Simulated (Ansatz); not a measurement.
**N: 5 runs along one coordinate**

System: N (P4₂/mnm, 4 atoms in the cell).
Method: Kohn-Sham DFT of a periodic cell, PBE, Ansatz PAW, no spin polarisation (Ansatz 0.2.0).

The 5 runs differ only in the geometry, by an even scaling of the cell at fixed fractional positions. The structure derives from a Materials Project entry.

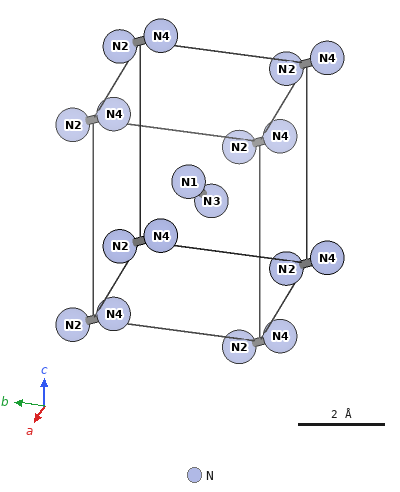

Figure 1. The structure of run 3 (ball-and-stick view of the cell of the calculation, seen at an oblique angle; atoms are numbered from 1 in the order of the input).

## Input of run 3
```yaml
crystal:
  lattice:
    - [4.0566513322, 0.0, 0.0]
    - [0.0, 4.0566513322, 0.0]
    - [0.0, 0.0, 5.3100335565]
  atoms:
    - { symbol: "N", position: [0.4042752, 0.5957248, 0.5] }
    - { symbol: "N", position: [0.0957248, 0.0957248, 0.0] }
    - { symbol: "N", position: [0.5957248, 0.4042752, 0.5] }
    - { symbol: "N", position: [0.9042752, 0.9042752, 0.0] }
hamiltonian:
  xc: pbe
  pseudopotentials: { kind: paw }
kpoints:
  mp_grid: { grid: [7, 7, 5] }
scf:
  occupations: { method: fermi_dirac, width: 0.05 }
output:
  forces: true
  stress: true
  eigenvalues: true
```

Command:
```bash
ansatz run input.yaml --threads 2 --pin off --max-ram 5120MiB --backend cpu --events-out ev --progress --plain --runs-dir out
```

Run 4 differs from it as follows:
```diff
-    - [4.0566513322, 0.0, 0.0]
-    - [0.0, 4.0566513322, 0.0]
-    - [0.0, 0.0, 5.3100335565]
+    - [4.08406197, 0.0, 0.0]
+    - [0.0, 4.08406197, 0.0]
+    - [0.0, 0.0, 5.34591325]
```

## Results, with one run withheld

| run | volume per atom (Å³) | free energy per atom, from the lowest run given (meV) | pressure (GPa) | gap on the mesh (eV) |
| --- | --- | --- | --- | --- |
| 1 | 20.954 | 16.01 | 4.60 | 7.08 |
| 2 | 21.400 | 5.68 | 2.85 | 7.04 |
| 3 | 21.846 | 0.00 | 1.25 | 6.99 |
| 4 | 22.292 | ? | ? | ? |
| 5 | 23.629 | 16.10 | −3.83 | 6.81 |

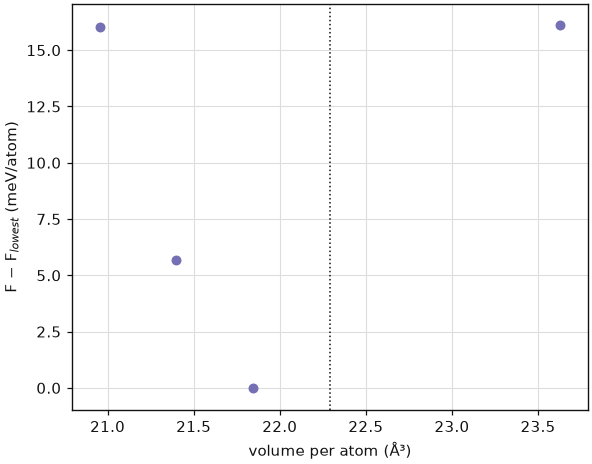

Figure 2. Free energy per atom of the runs given; the dotted line marks run 4.

What should run 4 give?

A quadratic polynomial in V^(−2/3) (the Birch–Murnaghan form), fitted to the 4 runs given, misses them by at most 0.02 meV per atom. With x = V^(−2/3) − 0.12768 Å⁻², it reads F = −0.49323 + 1593 x + 6.8182e+05 x² (meV per atom). At run 4 it gives −1.38 meV per atom, and the run itself gives −1.40. The slope of the fit gives a pressure −dF/dV of −0.22 GPa there, and the run prints −0.20 GPa. The fit has its minimum at 22.223 Å³ per atom, where V d²F/dV² gives 69.9 GPa. Cell shape and fractional positions are held, so this is the stiffness under even scaling; the relaxed bulk modulus wasn't computed and can be far lower in a crystal of layers, chains or molecules like this one. The gap on the mesh goes, without turning, from 7.08 eV in run 1 to 6.81 eV in run 5; run 4 has 6.95 eV. These are gaps of this functional on this mesh, which can miss the band edges; they aren't the measured gap.

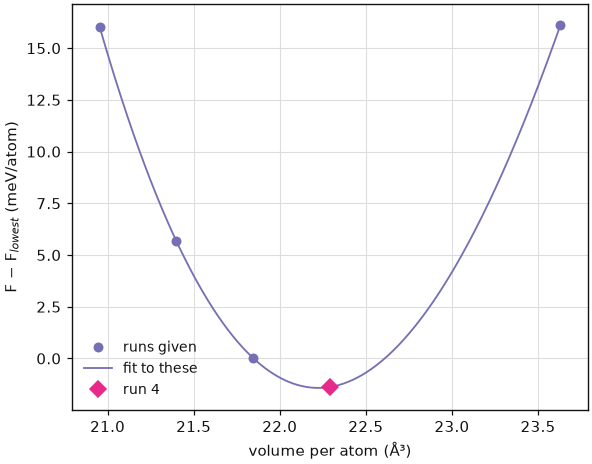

Figure 3. The fit and the withheld run.

## Output, shortened to warnings, some set-up lines, iterations and results (run 4)
```
Basis set: ecut = 420 eV, 1753 PW (Γ), exchange–correlation on 60×60×72 points (8 copies of the dense FFT grid, shifted against one another)
Symmetry: 16 space group operations
k-points: 30 of 245
Initial density: superposition of atomic densities (neutral atoms: chi_scale 0, normalization atom), corrected by the library's trained network
[...]
SCF iter   1: F=—  HF=-1536.053068 eV  |F-HF|=—  |Δ(HF+E_count)|=         —  Δρ=4.00e-3  dr2=1.45e-2  ethr=1.77e-3  ⟨swp⟩=5.0  Hψ=2276  notcnv=0
SCF iter   2: F=—  HF=-1536.067343 eV  |F-HF|=—  |Δ(HF+E_count)|=   1.43e-2  Δρ=1.46e-3  dr2=1.41e-3  ethr=7.27e-5  ⟨swp⟩=2.2  Hψ=1007  notcnv=0
SCF iter   3: F=—  HF=-1536.067137 eV  |F-HF|=—  |Δ(HF+E_count)|=   2.06e-4  Δρ=4.90e-4  dr2=1.12e-4  ethr=7.06e-6  ⟨swp⟩=2.1  Hψ=637  notcnv=0
SCF iter   4: F=—  HF=-1536.067288 eV  |F-HF|=—  |Δ(HF+E_count)|=   1.51e-4  Δρ=3.46e-5  dr2=5.75e-7  ethr=5.61e-7  ⟨swp⟩=2.1  Hψ=703  notcnv=0
SCF iter   5: F=—  HF=-1536.067199 eV  |F-HF|=—  |Δ(HF+E_count)|=   8.91e-5  Δρ=5.92e-6  dr2=1.05e-8  ethr=2.88e-9  ⟨swp⟩=2.0  Hψ=673  notcnv=0
SCF iter   6: F=-1536.067199 eV  HF=-1536.067199 eV  |F-HF|=8.39e-11  |Δ(HF+E_count)|=   1.44e-8  Δρ=5.25e-7  dr2=1.80e-10  ethr=5.27e-11  ⟨swp⟩=2.0  Hψ=1459  notcnv=0
SCF 1 converged in 6 iterations: F = -1536.067199 eV  dr2 = 1.80e-10
SCF converged after 6 iterations
Free energy (F): -1536.067199 eV
Harris-Foulkes:  -1536.067199 eV  (|F-HF|=8.39e-11)
Internal energy: -1536.067199 eV  (E = F + TS)
E sigma→0 (E₀):  -1536.067199 eV
Fermi energy:    -1.949946 eV
--- Per-component energies (eV) ---
  E_band       = -210.312692
  E_kinetic    = 500.980541
  E_local      = -1477.846217  (includes V_loc(G=0)·N_el)
  E_nonlocal   = 191.734049
  E_hartree    = 471.507359
  E_xc         = -230.312895
  E_vxc        = -291.295630  (∫ρ·V_xc dr)
  E_paw        = -509.180548  (= ΣΔE_a)
  E_vpaw       = -76.900003  (= ΣTr[D̂ρ^β])
  E_aug_tail   = 0.000343  (compensation charges beyond the density's cutoff)
  E_ewald      = -482.949831
  E_smearing   = -0.000000  (= −TS)
  E_closure    = 0.000000  (closes the sum)
  Σ components = -1536.067199   (vs F -1536.067199, Δ=0.00e0)
--- Forces (eV/Å), atoms counted from 1 ---
  atom   1  N      0.40984821    -0.40984821     0.00000000
  atom   2  N     -0.40984821    -0.40984821     0.00000000
  atom   3  N     -0.40984821     0.40984821     0.00000000
  atom   4  N      0.40984821     0.40984821     0.00000000
  max |Σ_I F_I| component: 1.11e-16 eV/Å
--- Stress (GPa, compression-positive) ---
       -0.587556       0.000000       0.000000
        0.000000      -0.587556       0.000000
        0.000000       0.000000       0.563894
  P = ⅓ Tr σ = -0.2037 GPa (-2.037 kbar)
```
